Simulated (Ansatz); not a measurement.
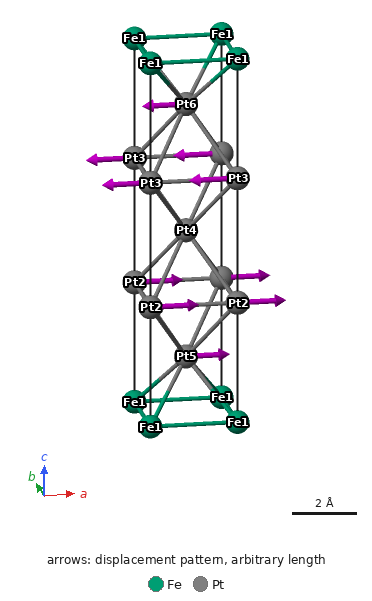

One vibrational mode of crystalline FePt$_{5}$ (a generated structure) at the zone centre. The purple arrows give the relative displacements of the atoms. The picture is a ball-and-stick view of the cell of the calculation, seen from a free direction.

The calculation used Ansatz, DFT PBE, scalar-relativistic, plane waves, PAW. (plane-wave cutoff 420 eV; k-point mesh 14 × 14 × 4; occupations gaussian; smearing width 0.2 eV; collinear spin)

The frequencies depend somewhat on the k-mesh and the smearing.

Give the symmetry, activity and frequency of this mode.

Answer. This is the E_g mode (doubly degenerate; one member of the set is drawn) at 6.5 meV, optical level 2 of 10, counted from below, Raman-active by symmetry. The Fe and Pt (1d) atoms stay at rest; all motion is along a; atoms of one kind move against one another, with no net shift of any sublattice.
